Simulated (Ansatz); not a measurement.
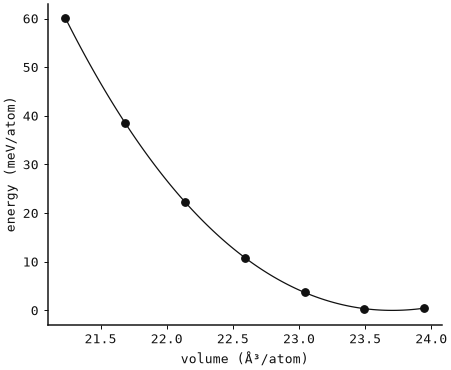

The picture above shows the energy against volume for GaAs, space group F-43m (No. 216).

The given structure:
```yaml
crystal:
  lattice:
    - [0.00000, 2.82685, 2.82685]
    - [2.82685, 0.00000, 2.82685]
    - [2.82685, 2.82685, 0.00000]
  atoms:
    - { symbol: As, position: [0.75000, 0.75000, 0.75000] }
    - { symbol: Ga, position: [0.00000, 0.00000, 0.00000] }
```

Calculation (Ansatz 0.2.0): plane-wave DFT, no spin polarisation; energies at scaled volumes of the given cell, shape and fractions fixed, counted from the fit's minimum, third-order Birch-Murnaghan fit. Level: PBE.

```tsv
setting	value
k mesh	8×8×8
occupations	Fermi–Dirac
smearing width	0.05 eV
potentials	Ansatz PAW small core
wave cutoff	420 eV
density cutoff	1680 eV
```

This calculation gives: equilibrium volume 23.70 Å³/atom and bulk modulus 60.4 GPa.

Now As is replaced by Sb on all its sites, which gives GaSb in the same structure. What happens?

The equilibrium volume rises from 23.70 to 30.01 Å³/atom (+27 %) and the bulk modulus falls from 60.4 to 44.3 GPa (−27 %).

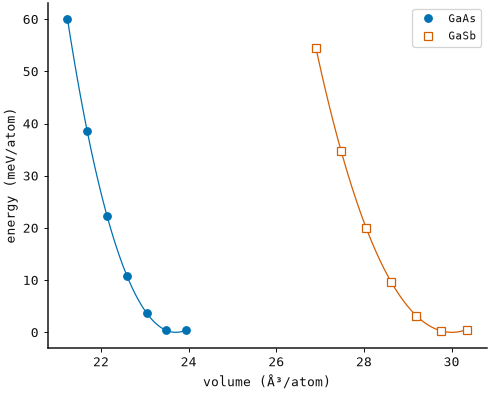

The two results together.

V0 and the bulk modulus come from third-order Birch–Murnaghan fits.
